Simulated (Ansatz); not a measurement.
**Ag(111) with 4 layers of random Ag-Li, 2x2: scattering by chemical disorder**

Aim: the residual resistivity of a random alloy, from Ag(111) with 4 layers of random Ag-Li, 2x2 and longer regions.

Main program and level: Ansatz 0.2.0; Ansatz plane-wave DFT, PBE, PAW files; ballistic transport by layer matching (Landauer), zero bias; PAW set soft_1.

## Step 1: Set-up

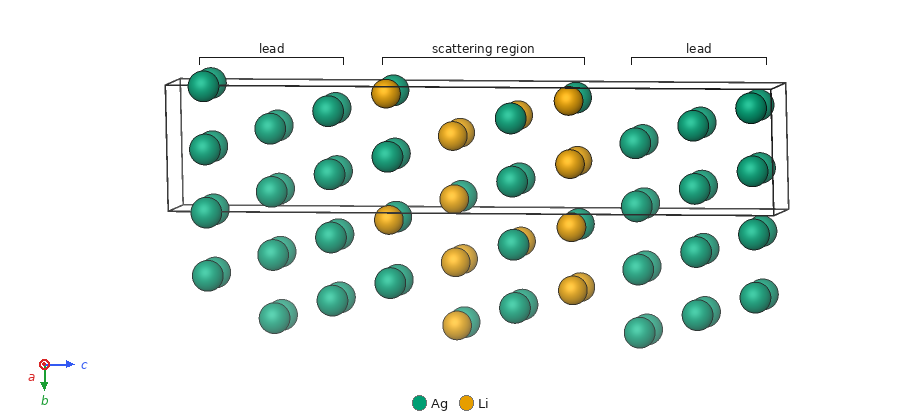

Start, viewed from the side, with the c axis across the page; silver teal, lithium orange. 1×2×1 cells are drawn.

The cell holds 40 atoms: 32 Ag and 8 Li. Cell: a = 5.779 Å, b = 5.779 Å, c = 23.651 Å, α = 93.5°, β = 86.5°, γ = 120.0°. It derives from Ag. Regions: lead, 24 atoms (24 Ag); scattering region, 16 atoms (8 Li and 8 Ag). The structure is stacked along c, and the current runs across the ab planes.

## Step 2: With 4 alloy layers

In 4 layers a share of 0.5 of the sites is given to Li at random. The layers about the cell's end stay perfect and serve as the lead. Disorder leaves little or no symmetry, which makes such runs dear. Energies from -0.05 to 0.05 eV in steps of 0.05 eV are too few for the program's thermal sum, so it prints no conductance; for a metal the transmission near the Fermi level serves, at a fraction of the cost.

Input file input.yaml:

```yaml
crystal:
  lattice:
    - [5.7787594586, 0.0, 0.0]
    - [-2.8893797293, 5.0045524935, 0.0]
    - [1.4446898646, -0.8340920822, 23.5916866996]
  atoms:
    - { symbol: Ag, position: [0.9916666667, 0.0083333333, 0.05] }
    - { symbol: Ag, position: [0.9916666667, 0.5083333333, 0.05] }
    - { symbol: Ag, position: [0.4916666667, 0.0083333333, 0.05] }
    - { symbol: Ag, position: [0.4916666667, 0.5083333333, 0.05] }
    - { symbol: Ag, position: [0.1416666667, 0.3583333333, 0.15] }
    - { symbol: Ag, position: [0.1416666667, 0.8583333333, 0.15] }
    - { symbol: Ag, position: [0.6416666667, 0.3583333333, 0.15] }
    - { symbol: Ag, position: [0.6416666667, 0.8583333333, 0.15] }
    - { symbol: Ag, position: [0.2916666667, 0.2083333333, 0.25] }
    - { symbol: Ag, position: [0.2916666667, 0.7083333333, 0.25] }
    - { symbol: Ag, position: [0.7916666667, 0.2083333333, 0.25] }
    - { symbol: Ag, position: [0.7916666667, 0.7083333333, 0.25] }
    - { symbol: Li, position: [0.9416666667, 0.0583333333, 0.35] }
    - { symbol: Ag, position: [0.9416666667, 0.5583333333, 0.35] }
    - { symbol: Ag, position: [0.4416666667, 0.0583333333, 0.35] }
    - { symbol: Ag, position: [0.4416666667, 0.5583333333, 0.35] }
    - { symbol: Li, position: [0.0916666667, 0.4083333333, 0.45] }
    - { symbol: Ag, position: [0.0916666667, 0.9083333333, 0.45] }
    - { symbol: Li, position: [0.5916666667, 0.4083333333, 0.45] }
    - { symbol: Li, position: [0.5916666667, 0.9083333333, 0.45] }
    - { symbol: Li, position: [0.2416666667, 0.2583333333, 0.55] }
    - { symbol: Ag, position: [0.2416666667, 0.7583333333, 0.55] }
    - { symbol: Ag, position: [0.7416666667, 0.2583333333, 0.55] }
    - { symbol: Ag, position: [0.7416666667, 0.7583333333, 0.55] }
    - { symbol: Li, position: [0.8916666667, 0.1083333333, 0.65] }
    - { symbol: Li, position: [0.8916666667, 0.6083333333, 0.65] }
    - { symbol: Ag, position: [0.3916666667, 0.1083333333, 0.65] }
    - { symbol: Li, position: [0.3916666667, 0.6083333333, 0.65] }
    - { symbol: Ag, position: [0.0416666667, 0.4583333333, 0.75] }
    - { symbol: Ag, position: [0.0416666667, 0.9583333333, 0.75] }
    - { symbol: Ag, position: [0.5416666667, 0.4583333333, 0.75] }
    - { symbol: Ag, position: [0.5416666667, 0.9583333333, 0.75] }
    - { symbol: Ag, position: [0.1916666667, 0.3083333333, 0.85] }
    - { symbol: Ag, position: [0.1916666667, 0.8083333333, 0.85] }
    - { symbol: Ag, position: [0.6916666667, 0.3083333333, 0.85] }
    - { symbol: Ag, position: [0.6916666667, 0.8083333333, 0.85] }
    - { symbol: Ag, position: [0.8416666667, 0.1583333333, 0.95] }
    - { symbol: Ag, position: [0.8416666667, 0.6583333333, 0.95] }
    - { symbol: Ag, position: [0.3416666667, 0.1583333333, 0.95] }
    - { symbol: Ag, position: [0.3416666667, 0.6583333333, 0.95] }
kpoints:
  mp_grid: { grid: [4, 4, 1] }
hamiltonian:
  xc: pbe
  pseudopotentials: { kind: paw, azcp: { folder: soft_1 } }
scf:
  occupations: { method: fermi_dirac, width: 0.1 }
output:
  transmission: { leads: [[0, 4]], kmesh: [8, 8], e_range: [-0.05, 0.05], de: 0.05 }
  write_potential: true
  write_density: true
  volumetric_format: npy
```

Launch:

```
$ ansatz run input.yaml --threads 8 --pin off --max-ram 15360MiB --backend cpu --events-out ev --progress --plain --runs-dir out
```

Numbers of over 12 decimals in the logs are rounded to 6 here.

Output:

```text
Engine: ansatz 0.2.0, aarch64-unknown-linux-gnu
Pseudopotentials: kind: paw
Pseudopotential: Ag, paw, valence charge 19, recommended cutoff 420 eV (normal), soft_1/Ag.paw.azcp
Pseudopotential: Li, paw, valence charge 3, recommended cutoff 420 eV (normal), soft_1/Li.paw.azcp
Functional definition: PBE
  parameter kappa = 0.804
  parameter beta = 0.066725
  exchange = pbe_x(kappa = kappa, mu = beta*pi^2/3)
  correlation = pbe_c(beta = beta)
Crystal: 40 atoms, lattice volume = 682.274 Å³
Basis set: ecut = 420 eV, 13363 PW (Γ)
Bands: 380, of which v1, the nominal top of the filled ones, is band 316 counted from 1 (315 counted from 0)
Symmetry: 1 space group operations
Space group: P1 (ITA 1), of the structure as read, at distance tolerance 8.8e-5 Å
k-points: 10 of 16 (time reversal used)
Non-local potential: Ag, projectors of the file, l = 0: 3, l = 1: 2, l = 2: 2, l = 3: 1
Non-local potential: Li, projectors of the file, l = 0: 3, l = 1: 2, l = 2: 1
PAW form: soft (Blöchl's): semilocal exchange-correlation on the pseudo side does not see the compensation charge
PAW one-centre angular grid: Ag, 590 points (default); XC on 64 Gauss nodes
PAW one-centre angular grid: Li, 110 points (default); XC on 96 Gauss nodes
Initial density: superposition of atomic densities (chi_scale 0.1, normalization cell, long waves of neutral atoms (reshape's long-wave potential 5.01 eV rms, cloud 2.73 Å wide))
Initial wavefunctions: pseudopotential atomic-orbital guess
Functional: x = pbe(κ = 0.804, μ = 0.219515), c = pbe(β = 0.066725)
SCF iter   1: F=—  HF=-244557.136688 eV  |F-HF|=—  |Δ(HF+E_count)|=         —  Δρ=7.63e-2  dr2=2.85e2  ethr=3.10e-3  ⟨swp⟩=4.2  Hψ=11298  notcnv=0  defer=228
preconditioner: auto → Kerker (q_TF=auto, 2.694 Å⁻¹)  [metal: Δε(μ)=0.027 eV  Ē_g=8.666 eV  σ=0.100 eV  W_gap=0.07  n_scr=240 (ndim 8)  ℏωp=27.0 eV  f_vac=0.000  D(μ)=12.60/eV (n_scr^D=72)]
SCF iter   2: F=—  HF=-244543.976523 eV  |F-HF|=—  |Δ(HF+E_count)|=    1.32e1  Δρ=2.74e-2  dr2=1.21e2  ethr=3.10e-3  ⟨swp⟩=2.3  Hψ=6362  notcnv=0  defer=404
SCF iter   3: F=—  HF=-244540.480146 eV  |F-HF|=—  |Δ(HF+E_count)|=    3.50e0  Δρ=9.70e-3  dr2=2.69e1  ethr=3.10e-3  ⟨swp⟩=2.0  Hψ=4444  notcnv=0  defer=415
SCF iter   4: F=—  HF=-244539.788999 eV  |F-HF|=—  |Δ(HF+E_count)|=   6.91e-1  Δρ=4.54e-3  dr2=1.00e0  ethr=3.10e-3  ⟨swp⟩=1.8  Hψ=3775  notcnv=0  defer=416
SCF iter   5: F=—  HF=-244539.737993 eV  |F-HF|=—  |Δ(HF+E_count)|=   5.10e-2  Δρ=1.67e-3  dr2=5.93e-2  ethr=1.58e-4  ⟨swp⟩=1.2  Hψ=4079  notcnv=0  defer=418
SCF iter   6: F=—  HF=-244539.737377 eV  |F-HF|=—  |Δ(HF+E_count)|=   6.15e-4  Δρ=8.76e-4  dr2=1.65e-2  ethr=9.39e-6  ⟨swp⟩=2.5  Hψ=5226  notcnv=0  defer=418
SCF iter   7: F=—  HF=-244539.737043 eV  |F-HF|=—  |Δ(HF+E_count)|=   3.35e-4  Δρ=1.98e-4  dr2=1.75e-3  ethr=2.60e-6  ⟨swp⟩=1.1  Hψ=3381  notcnv=0  defer=418
SCF iter   8: F=—  HF=-244539.737037 eV  |F-HF|=—  |Δ(HF+E_count)|=   5.19e-6  Δρ=9.07e-5  dr2=1.64e-4  ethr=2.77e-7  ⟨swp⟩=1.1  Hψ=3381  notcnv=0  defer=418
SCF iter   9: F=—  HF=-244539.737072 eV  |F-HF|=—  |Δ(HF+E_count)|=   3.50e-5  Δρ=3.41e-5  dr2=1.80e-5  ethr=2.60e-8  ⟨swp⟩=2.0  Hψ=5235  notcnv=0  defer=418
SCF iter  10: F=—  HF=-244539.737157 eV  |F-HF|=—  |Δ(HF+E_count)|=   8.43e-5  Δρ=2.18e-5  dr2=3.90e-6  ethr=2.84e-9  ⟨swp⟩=2.0  Hψ=6528  notcnv=0  defer=418
SCF iter  11: F=—  HF=-244539.737156 eV  |F-HF|=—  |Δ(HF+E_count)|=   7.05e-7  Δρ=8.10e-6  dr2=9.76e-7  ethr=6.18e-10  ⟨swp⟩=2.0  Hψ=6476  notcnv=0  defer=418
SCF iter  12: F=-244539.737156 eV  HF=-244539.737156 eV  |F-HF|=4.05e-8  |Δ(HF+E_count)|=   1.55e-7  Δρ=2.77e-6  dr2=8.24e-8  ethr=1.58e-11  ⟨swp⟩=8.5  Hψ=16691  notcnv=0
SCF 1 converged in 12 iterations: F = -244539.737156 eV  dr2 = 8.24e-8
  greatest PAW one-centre occupation: 1.001 electrons in one spin orbital (limit 2), on the Ag atom at site 21 (counted from 0), in its partial waves of l = 0
transmission: 108 of 1020 steps passed
transmission: 216 of 1020 steps passed
[...]
transmission: 1020 of 1020 steps passed
SCF converged after 12 iterations
Free energy (F): -244539.737156 eV
Harris-Foulkes:  -244539.737156 eV  (|F-HF|=4.05e-8)
Internal energy: -244539.276915 eV  (E = F + TS)
E sigma→0 (E₀):  -244539.507036 eV
Entropy (-TS):   -0.460241 eV (-11.506 meV/atom)
Fermi energy:    14.065065 eV
--- Per-component energies (eV) ---
  E_band       = -9903.613718
  E_kinetic    = 15098.652634
  E_local      = -153432.498835  (includes V_loc(G=0)·N_el)
  E_nonlocal   = 852.645462
  E_hartree    = 75127.595775
  E_xc         = -5162.934441
  E_vxc        = -6536.792392  (∫ρ·V_xc dr)
  E_paw        = -126762.166517  (= ΣΔE_a)
  E_vpaw       = -16140.855617  (= ΣTr[D̂ρ^β])
  E_aug_tail   = 0.014162  (compensation charges beyond the density's cutoff)
  E_ewald      = -50260.585155
  E_smearing   = -0.460241  (= −TS)
  E_closure    = 0.000000  (closes the sum)
  Σ components = -244539.737156   (vs F -244539.737156, Δ=0.00e0)
--- Band table (eV; the first three rows and the last of 10) ---
  k-point 0: bands = [... 312 lower, 14.1673, 14.3195, 14.4000, 14.5122, 14.5362, 14.6789, 14.7959, 14.9423, ... 60 higher]
  k-point 1: bands = [... 312 lower, 13.7335, 13.7443, 13.7904, 13.9667, 14.0234, 14.0992, 14.3894, 14.4906, ... 60 higher]
  k-point 2: bands = [... 312 lower, 13.6223, 13.6815, 13.7343, 13.8248, 14.1359, 14.2105, 14.3600, 14.4751, ... 60 higher]
  k-point 9: bands = [... 312 lower, 13.6231, 13.7012, 13.7172, 13.7349, 14.2403, 14.3056, 14.3517, 14.3721, ... 60 higher]
--- Transmission ---
  basis      : 253 plane waves across, 30 finite elements along
  points     : 34, standing for a mesh of 8 x 8
  energies   : 3 from -0.050000 to 0.050000 eV about the Fermi level, 0.050000 eV apart; the leads are filled to 0.000000 eV, and channels, transmission and decay are at 0.000000 eV
  crystal 0  : Ag4, at the sites [0, 4], period 2.3592 Å, over 14.16 Å; its Hamiltonian steps by up to 14.8 meV
    offset         : up to 0.0000 Å between an atom of the period and one for which it stands
    channels       : 3.234375e0 a spin
    conductance    : none, the energies end too early or step too widely for 300 K: set another output.transmission.e_range or a lower de, or, where they end at an eighth of basis.ecutwfc, a higher one
  junction   : crystal 0 to crystal 0, 0.70 to 21.93 Å
    transmission   : 2.482179e0 a spin
    conductance    : none, the energies end too early or step too widely for 300 K: set another output.transmission.e_range or a lower de, or, where they end at an eighth of basis.ecutwfc, a higher one
```

Wall time 3.1 min (8 threads of Arm Neoverse V2, shared host); peak memory 7.9 GiB.

This step gave:

* free energy: -244539.7372 eV
* energy at zero smearing: -244539.5070 eV
* Fermi energy: 14.07 eV
* cell area: 28.92 Å²
* transmission per spin nearest the Fermi level: 2.482
* open channels per spin nearest the Fermi level: 3.234
* step of the lead's potential: 14.8 meV

Per spin. Table of transmission, zone mean by energy, zero at the Fermi level:

| energy (eV) | transmission, zone mean |
| --- | --- |
| -0.0500 | 2.44 |
| 0.0000 | 2.48 |
| 0.0500 | 2.51 |

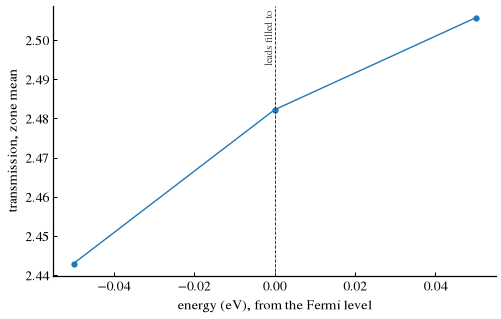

Transmission, zone mean against energy.

Per spin. The open channels, zone mean, lead stays at 3.23 for energy from -0.05 to 0.05 eV.

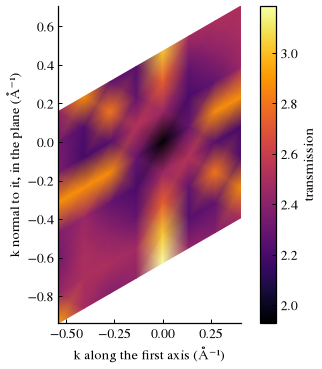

Transmission over k1 and k2. At 0.0000 eV from the Fermi level.

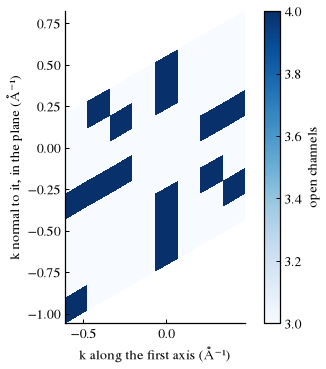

Open channels over k1 and k2. At 0.0000 eV from the Fermi level.

Over the solved energies the transmission per spin lies between 2.44 and 2.51, out of 3.23 channels of the lead on average (up to 3.23).

## Step 3: With 8 alloy layers

System of this step: Ag(111) with 8 layers of random Ag-Li, 2x2. The cell holds 56 atoms: 40 Ag and 16 Li. Cell: a = 5.779 Å, b = 5.779 Å, c = 33.070 Å, α = 87.5°, β = 92.5°, γ = 120.0°. It derives from Ag. Regions: lead, 24 atoms (24 Ag); scattering region, 32 atoms (16 Ag and 16 Li). The structure is stacked along c, and the current runs across the ab planes.

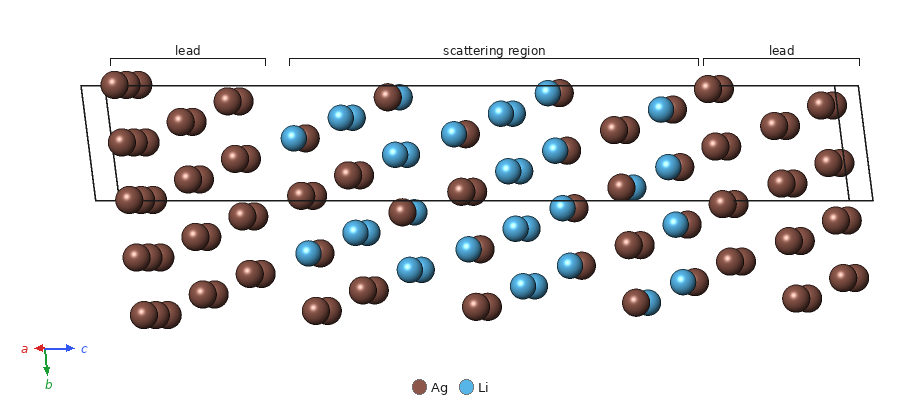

The cell of this step (silver brown, lithium blue). 1×2×1 cells are drawn. Some periodic images of atoms are drawn too.

Input file input.yaml:

```yaml
crystal:
  lattice:
    - [5.7787594586, 0.0, 0.0]
    - [-2.8893797293, 5.0045524935, 0.0]
    - [-1.4446898646, 0.8340920822, 33.0283613795]
  atoms:
    - { symbol: Ag, position: [0.005952381, 0.994047619, 0.0357142857] }
    - { symbol: Ag, position: [0.005952381, 0.494047619, 0.0357142857] }
    - { symbol: Ag, position: [0.505952381, 0.994047619, 0.0357142857] }
    - { symbol: Ag, position: [0.505952381, 0.494047619, 0.0357142857] }
    - { symbol: Ag, position: [0.1845238095, 0.3154761905, 0.1071428571] }
    - { symbol: Ag, position: [0.1845238095, 0.8154761905, 0.1071428571] }
    - { symbol: Ag, position: [0.6845238095, 0.3154761905, 0.1071428571] }
    - { symbol: Ag, position: [0.6845238095, 0.8154761905, 0.1071428571] }
    - { symbol: Ag, position: [0.3630952381, 0.1369047619, 0.1785714286] }
    - { symbol: Ag, position: [0.3630952381, 0.6369047619, 0.1785714286] }
    - { symbol: Ag, position: [0.8630952381, 0.1369047619, 0.1785714286] }
    - { symbol: Ag, position: [0.8630952381, 0.6369047619, 0.1785714286] }
    - { symbol: Ag, position: [0.0416666667, 0.9583333333, 0.25] }
    - { symbol: Ag, position: [0.0416666667, 0.4583333333, 0.25] }
    - { symbol: Ag, position: [0.5416666667, 0.9583333333, 0.25] }
    - { symbol: Li, position: [0.5416666667, 0.4583333333, 0.25] }
    - { symbol: Li, position: [0.2202380952, 0.2797619048, 0.3214285714] }
    - { symbol: Ag, position: [0.2202380952, 0.7797619048, 0.3214285714] }
    - { symbol: Li, position: [0.7202380952, 0.2797619048, 0.3214285714] }
    - { symbol: Ag, position: [0.7202380952, 0.7797619048, 0.3214285714] }
    - { symbol: Li, position: [0.3988095238, 0.1011904762, 0.3928571429] }
    - { symbol: Li, position: [0.3988095238, 0.6011904762, 0.3928571429] }
    - { symbol: Ag, position: [0.8988095238, 0.1011904762, 0.3928571429] }
    - { symbol: Li, position: [0.8988095238, 0.6011904762, 0.3928571429] }
    - { symbol: Ag, position: [0.0773809524, 0.9226190476, 0.4642857143] }
    - { symbol: Ag, position: [0.0773809524, 0.4226190476, 0.4642857143] }
    - { symbol: Ag, position: [0.5773809524, 0.9226190476, 0.4642857143] }
    - { symbol: Li, position: [0.5773809524, 0.4226190476, 0.4642857143] }
    - { symbol: Li, position: [0.255952381, 0.244047619, 0.5357142857] }
    - { symbol: Li, position: [0.255952381, 0.744047619, 0.5357142857] }
    - { symbol: Li, position: [0.755952381, 0.244047619, 0.5357142857] }
    - { symbol: Li, position: [0.755952381, 0.744047619, 0.5357142857] }
    - { symbol: Ag, position: [0.4345238095, 0.0654761905, 0.6071428571] }
    - { symbol: Ag, position: [0.4345238095, 0.5654761905, 0.6071428571] }
    - { symbol: Li, position: [0.9345238095, 0.0654761905, 0.6071428571] }
    - { symbol: Li, position: [0.9345238095, 0.5654761905, 0.6071428571] }
    - { symbol: Li, position: [0.1130952381, 0.8869047619, 0.6785714286] }
    - { symbol: Ag, position: [0.1130952381, 0.3869047619, 0.6785714286] }
    - { symbol: Ag, position: [0.6130952381, 0.8869047619, 0.6785714286] }
    - { symbol: Ag, position: [0.6130952381, 0.3869047619, 0.6785714286] }
    - { symbol: Ag, position: [0.2916666667, 0.2083333333, 0.75] }
    - { symbol: Ag, position: [0.2916666667, 0.7083333333, 0.75] }
    - { symbol: Li, position: [0.7916666667, 0.2083333333, 0.75] }
    - { symbol: Li, position: [0.7916666667, 0.7083333333, 0.75] }
    - { symbol: Ag, position: [0.4702380952, 0.0297619048, 0.8214285714] }
    - { symbol: Ag, position: [0.4702380952, 0.5297619048, 0.8214285714] }
    - { symbol: Ag, position: [0.9702380952, 0.0297619048, 0.8214285714] }
    - { symbol: Ag, position: [0.9702380952, 0.5297619048, 0.8214285714] }
    - { symbol: Ag, position: [0.1488095238, 0.8511904762, 0.8928571429] }
    - { symbol: Ag, position: [0.1488095238, 0.3511904762, 0.8928571429] }
    - { symbol: Ag, position: [0.6488095238, 0.8511904762, 0.8928571429] }
    - { symbol: Ag, position: [0.6488095238, 0.3511904762, 0.8928571429] }
    - { symbol: Ag, position: [0.3273809524, 0.1726190476, 0.9642857143] }
    - { symbol: Ag, position: [0.3273809524, 0.6726190476, 0.9642857143] }
    - { symbol: Ag, position: [0.8273809524, 0.1726190476, 0.9642857143] }
    - { symbol: Ag, position: [0.8273809524, 0.6726190476, 0.9642857143] }
kpoints:
  mp_grid: { grid: [4, 4, 1] }
hamiltonian:
  xc: pbe
  pseudopotentials: { kind: paw, azcp: { folder: soft_1 } }
scf:
  occupations: { method: fermi_dirac, width: 0.1 }
output:
  transmission: { leads: [[0, 4]], kmesh: [8, 8], e_range: [-0.05, 0.05], de: 0.05 }
  write_potential: true
  write_density: true
  volumetric_format: npy
```

Output:

```text
[...]
Crystal: 56 atoms, lattice volume = 955.184 Å³
Basis set: ecut = 420 eV, 18759 PW (Γ)
Bands: 485, of which v1, the nominal top of the filled ones, is band 404 counted from 1 (403 counted from 0)
Symmetry: 1 space group operations
[...]
k-points: 10 of 16 (time reversal used)
[...]
SCF iter   1: F=—  HF=-306931.657352 eV  |F-HF|=—  |Δ(HF+E_count)|=         —  Δρ=7.84e-2  dr2=7.80e2  ethr=3.10e-3  ⟨swp⟩=4.4  Hψ=14332  notcnv=0  defer=327
[...]
SCF iter  13: F=-306904.353149 eV  HF=-306904.353149 eV  |F-HF|=2.55e-8  |Δ(HF+E_count)|=   7.10e-9  Δρ=1.29e-6  dr2=3.16e-8  ethr=1.24e-11  ⟨swp⟩=10.0  Hψ=19107  notcnv=0
SCF 1 converged in 13 iterations: F = -306904.353149 eV  dr2 = 3.16e-8
[...]
transmission: 144 of 1394 steps passed
transmission: 282 of 1394 steps passed
[...]
transmission: 1394 of 1394 steps passed
SCF converged after 13 iterations
Free energy (F): -306904.353149 eV
[...]
Internal energy: -306903.683755 eV  (E = F + TS)
E sigma→0 (E₀):  -306904.018452 eV
Entropy (-TS):   -0.669394 eV (-11.953 meV/atom)
Fermi energy:    12.673429 eV
[...]
--- Band table (eV; the first three rows and the last of 10) ---
  k-point 0: bands = [... 400 lower, 12.8558, 12.9681, 13.0641, 13.1315, 13.2037, 13.2716, 13.3119, 13.3967, ... 77 higher]
  k-point 1: bands = [... 400 lower, 12.4440, 12.4869, 12.5569, 12.6024, 12.6964, 12.7610, 12.8289, 12.8980, ... 77 higher]
  k-point 2: bands = [... 400 lower, 12.3217, 12.3857, 12.4311, 12.4920, 12.6397, 12.7000, 12.7269, 12.7497, ... 77 higher]
  k-point 9: bands = [... 400 lower, 12.3333, 12.3795, 12.4603, 12.5678, 12.6000, 12.6394, 12.7875, 12.8327, ... 77 higher]
--- Transmission ---
  basis      : 253 plane waves across, 41 finite elements along
  points     : 34, standing for a mesh of 8 x 8
[...]
channels       : 3.234375e0 a spin
[...]
junction   : crystal 0 to crystal 0, 0.70 to 31.37 Å
    transmission   : 2.162362e0 a spin
[...]
```

It took 4.8 min on 8 threads; peak memory 9 GiB; 33 min of CPU time.

Numbers from this step:

```
free energy                                   : -306904.3531 eV
energy at zero smearing                       : -306904.0185 eV
Fermi energy                                  : 12.67 eV
transmission per spin nearest the Fermi level : 2.162
step of the lead's potential                  : 6.6 meV
```

Per spin. Table of transmission, zone mean by energy, zero at the Fermi level:

| energy (eV) | transmission, zone mean |
| --- | --- |
| -0.0500 | 2.20 |
| 0.0000 | 2.16 |
| 0.0500 | 2.20 |

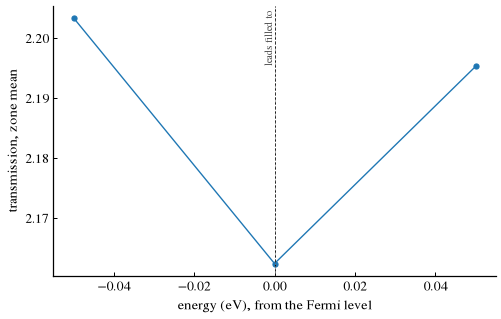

Transmission, zone mean against energy.

Over the solved energies the transmission per spin lies between 2.16 and 2.20, out of 3.27 channels of the lead on average (up to 3.33).

(Continued in part 2 of 2.)

[Logs are printed without paths, hosts, clocks, repeated set-up lines and the standing remarks that a program may print on its own settings, such as how far it seeks lower states.]

[Hosts, paths, dates, database ids (printed as entryN), source tags and the programs' standing remarks are cut or masked in the printed files.]
